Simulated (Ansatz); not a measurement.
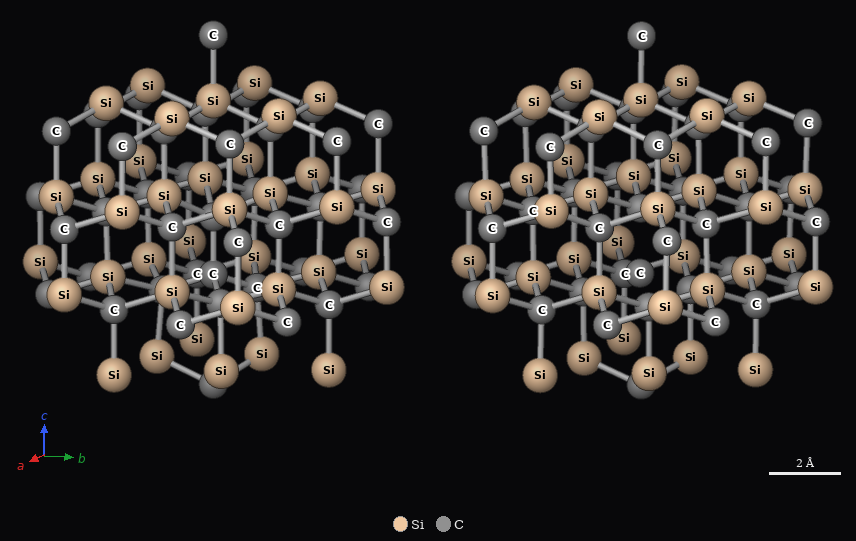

Two geometries of a defect cell of composition Si127C129, drawn at one scale. One is the start of a relaxation, the other its converged end. A ball-and-stick model of the atoms within 5.8 Å of the atom that moves most (axes of the cell of the calculation (origin shifted)), seen slightly off an axis.

The calculation used DFT, PBEsol, PAW, plane waves (Ansatz 0.2.0). (plane-wave cutoff 420 eV; k-point mesh 1 × 1 × 1; mesh shifted by (0.25, 0.25, 0.25); no spin polarisation; atoms relaxed in a fixed cell; force threshold 0.03 eV/Å; at most 80 steps)

Question: Which geometry has the lower energy?

Answer: The left one is the relaxed one. The largest moves, 0.25 Å, are those of C atoms. By element the largest moves are C 0.25 Å, Si 0.10 Å. The lattice vectors keep their values. Among the contacts that change: C–C 1.933 → 1.657 Å, C–C 1.894 → 1.658 Å, C–C 1.876 → 1.661 Å, C–Si 1.948 → 1.877 Å. Bond angles that change, for instance: Si–C–Si 113.0° → 106.3°, Si–C–Si 110.6° → 104.0°, Si–C–Si 109.8° → 103.7°. Over 5 geometry steps the energy falls by 5.462 eV per cell of the calculation. The largest force component goes from 2.8 to 0.015 eV/Å.
